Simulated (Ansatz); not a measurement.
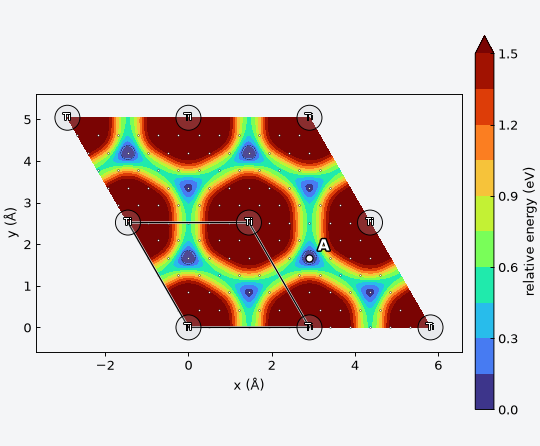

C on a Ti(111) slab cut from the Fm-3m phase, its upper half relaxed before the scan (3 atoms of substrate and one adsorbate in a 1 × 1 cell). 
- C is moved over the surface cell; relaxed at each place: the height of the adsorbate's atoms; substrate rigid; the origin of the map has the adsorbate above Ti3.
- Places are given modulo a cell vector. The map is drawn in real space over the plane of the surface.
- The scan uses a 6 × 6 grid; 10 points were computed and 26 follow by symmetry.
- Energies are in eV, from the lowest grid point.
- With one adsorbate in each 1 × 1 cell, its nearest image is 2.9 Å away, so neighbouring adsorbates interact.
- Computed with DFT PBE, scalar-relativistic, plane waves, PAW in Ansatz. Settings: cutoff 420 eV, k-mesh 9×9×1, gaussian smearing 0.1 eV, no spin polarisation.

Drawn: filled contours, dots at the grid points, labelled circles for the atoms of the top layer and small ones for the second layer, the outline of one cell of the 2 × 2 shown, one colour for all values above the top of the scale, the point A. Between grid points the surface is interpolated.

> Find the lowest pass out of the well at A.

The easiest path leads from the well at a threefold hollow over a second-layer Ti atom, (2/6, 4/6) of the cell vectors to the well at a threefold hollow over a third-layer Ti atom, (4/6, 2/6) of the cell vectors, about 0.088 eV higher. Its highest point lies about 0.57 eV above the bottom of the first well on the interpolated surface, at a bridge site between two Ti atoms, (0/6, 3/6) of the cell vectors. Seen from the upper well the barrier is about 0.48 eV. This is the barrier on the constrained surface; relaxing the other coordinates would change it.

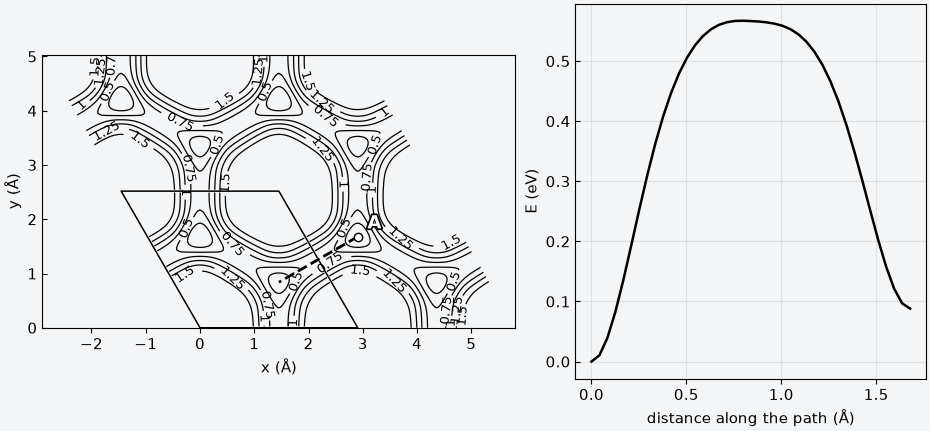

Drawn: contour lines labelled in eV (none above 1.5), a line along the lowest path, the outline of one cell of the 2 × 2 shown, the energy along the path at the right. Between grid points the surface is interpolated.

PAW datasets: the set soft_1.
